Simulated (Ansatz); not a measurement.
CoSi$_{3}$

```
CELL_PARAMETERS angstrom
7.45208 0.00000 0.00000
-3.72604 6.45369 0.00000
0.00000 0.00000 2.60266
ATOMIC_POSITIONS crystal
Co 0.33333 0.66667 0.00000
Co 0.66667 0.33333 0.00000
Si 0.81387 0.18613 0.50000
Si 0.81387 0.62775 0.50000
Si 0.37225 0.18613 0.50000
Si 0.18613 0.81387 0.50000
Si 0.18613 0.37225 0.50000
Si 0.62775 0.81387 0.50000
```

Space group P6/mmm; a structure generated by program, which may or may not match a known phase; computed without spin polarisation.

Theory: DFT PBE, scalar-relativistic, plane waves, PAW in Ansatz 0.2.0.

The density is the valence pseudo-density of a PAW calculation; it isn't the true density close to the nuclei.

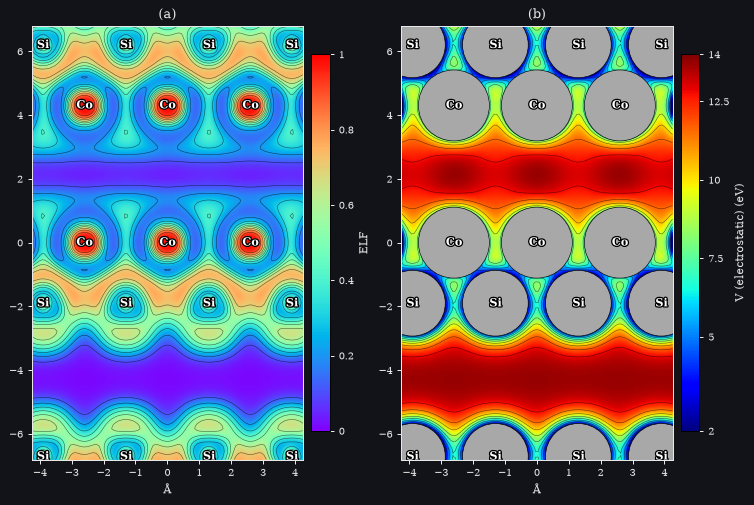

Figure 1. (a) ELF; (b) electrostatic potential energy of an electron on the (110) plane of the conventional cell. Grey discs cover the atomic cores in the potential map.

Describe what can be read from this map.

Atoms in the plane: Co and Si.
Co–Si (2.30 Å): the ELF peaks at about 0.75 in the valence shell of Si, 0.9 Å from its nucleus, and is about 0.50 at the midpoint.
The features right at Co lie inside the PAW spheres, where the map follows smoothed inner orbitals and isn't to be read closely.
Outside the cores the potential energy rises away from the atoms and is highest about 2.7 Å from the nearest atoms; its zero is arbitrary.

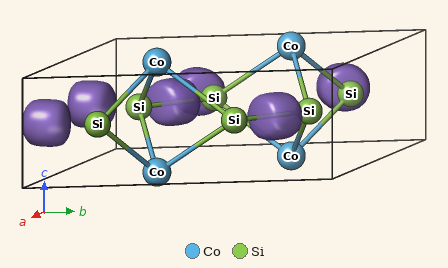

Figure 2. Isosurface of the electron localisation function at 0.8 (purple), seen slightly off an axis. Core shells and regions of very low density are left out. Sticks mark near contacts.

Identify the bonds, lone pairs and shells in this picture.

At this value the surface marks out six regions between bonded Si–Si atoms, counted in one cell of 8 atoms. Regions shared between cells count once. Along the contacts the grid gives the following. Si–Si (2.40 Å): the ELF peaks at about 0.95 between the atoms.

Does the calculation make it a metal, or give it a gap?

It is metallic or semimetallic at this level of theory: no gap opens.
